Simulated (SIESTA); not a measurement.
# Energy of I along an even scaling of the cell

System: I (Im-3m, 1 atom in the cell).
Method: Kohn-Sham DFT of a periodic cell, PBE, PseudoDojo 0.4 standard, converted to PSML, no spin polarisation (SIESTA 5.4.2).

The 7 runs differ only in the geometry, by an even scaling of the cell at fixed fractional positions. The structure derives from a Materials Project entry.

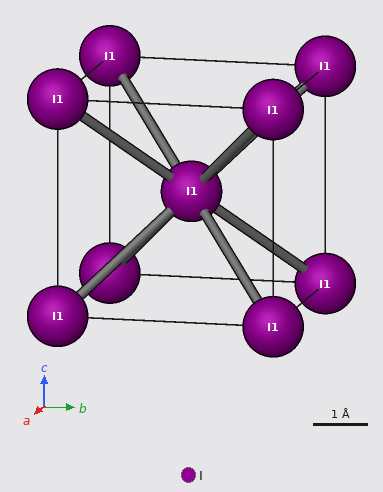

Figure 1. The structure of run 4 (ball-and-stick view of the cell 2 times as large as that of the calculation, set on its symmetry axes, seen slightly off an axis; atoms are numbered from 1 in the order of the input).

**Input file of run 4**
```
SystemName                      I
SystemLabel                     I
NumberOfSpecies                 1
NumberOfAtoms                   1
%block ChemicalSpeciesLabel
  1  53 I
%endblock ChemicalSpeciesLabel

UseStructFile                   true

%block kgrid.MonkhorstPack
    9   0   0  0.0
    0   9   0  0.0
    0   0   9  0.0
%endblock kgrid.MonkhorstPack
XC.Functional                   GGA
XC.Authors                      PBE
PAO.BasisSize                   DZP
PAO.EnergyShift                 0.003 Ry
Mesh.Cutoff                     500 Ry
OccupationFunction              FD
ElectronicTemperature           0.05 eV
MaxSCFIterations                120
SCF.MustConverge                false
SCF.Mixer.Method                Pulay
SCF.Mixer.Weight                0.25
SCF.Mixer.History               8
SCF.DM.Tolerance                5.0e-05
SCF.H.Tolerance                 1.0e-03 eV
WriteForces                     true
Charge.Mulliken                 end
```

**File I.STRUCT_IN of run 4**
```
  -2.0893754423     2.0893754423     2.0893754423
   2.0893754423    -2.0893754423     2.0893754423
   2.0893754423     2.0893754423    -2.0893754423
1
1  53    0.0000000000     0.0000000000     0.0000000000
```

Command:
```bash
siesta I.fdf > I.out 2>&1
```

Run 6 differs from it as follows:
```diff
-  -2.0893754423     2.0893754423     2.0893754423
-   2.0893754423    -2.0893754423     2.0893754423
-   2.0893754423     2.0893754423    -2.0893754423
+  -2.1168703775     2.1168703775     2.1168703775
+   2.1168703775    -2.1168703775     2.1168703775
+   2.1168703775     2.1168703775    -2.1168703775
```

**Results, with one run withheld**

```tsv
run	volume per atom (Å³)	free energy per atom, from the lowest run given (meV)	pressure (GPa)
1	34.296	9.58	1.71
2	35.025	3.47	0.99
3	35.755	0.42	0.37
4	36.485	0.00	−0.17
5	37.214	1.92	−0.66
6	37.944	?	?
7	38.674	11.71	−1.44
```

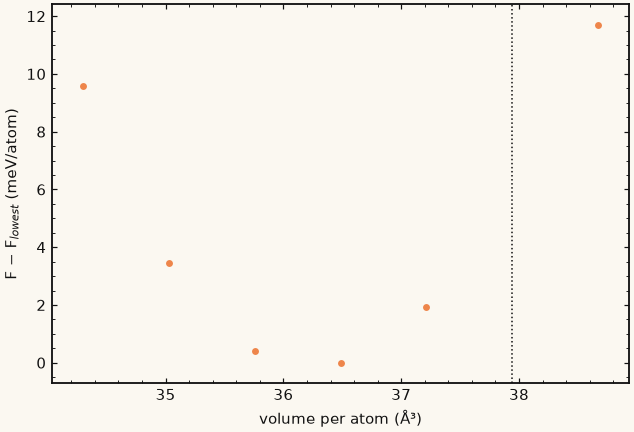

Figure 2. Free energy per atom of the runs given; the dotted line marks run 6.

Estimate the energy of run 6 from the others.

A cubic polynomial in V^(−2/3) (the Birch–Murnaghan form), fitted to the 6 runs given, misses them by at most 0.01 meV per atom. With x = V^(−2/3) − 0.09139 Å⁻², it reads F = −0.13642 + 115.07 x + 8.136e+05 x² + 6.1951e+06 x³ (meV per atom). At run 6 it gives 5.91 meV per atom, and the run itself gives 5.92. The slope of the fit gives a pressure −dF/dV of −1.08 GPa there, and the run prints −1.08 GPa. The fit has its minimum at 36.237 Å³ per atom, where V d²F/dV² gives 26.6 GPa: the bulk modulus at this level, since symmetry fixes the shape and the positions.

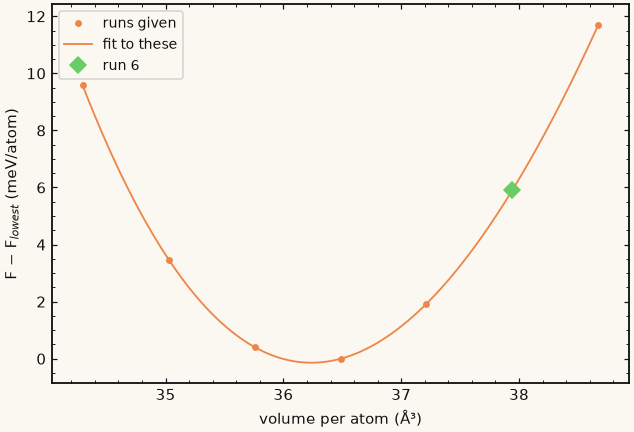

Figure 3. The fit and the withheld run.

**Some lines of the output (run 6)**
```
[...]
outcell: Cell volume (Ang**3)        :     37.9440
stepf: Fermi-Dirac step function
siesta: Etot    =      -351.435923
siesta: FreeEng =      -351.456200
        iscf     Eharris(eV)        E_KS(eV)     FreeEng(eV)     dDmax    Ef(eV) dHmax(eV)
siesta: E_KS(eV) =             -351.4413
siesta: E_KS - E_eggbox =      -351.4413
siesta: Etot    =      -351.441303
siesta: FreeEng =      -351.461703
siesta:         Fermi =      -5.283955
siesta: Cell volume =         37.943972 Ang**3
    Orbital volume contribution        =           0.718401 eV
```

Notes: Points of doubt noted for this run: mulliken charges of long orbitals. The cell holds an odd number of electrons but the run has no spin polarisation, so it comes out as a metal. With a small basis of atomic orbitals these values can differ much from converged plane-wave results.
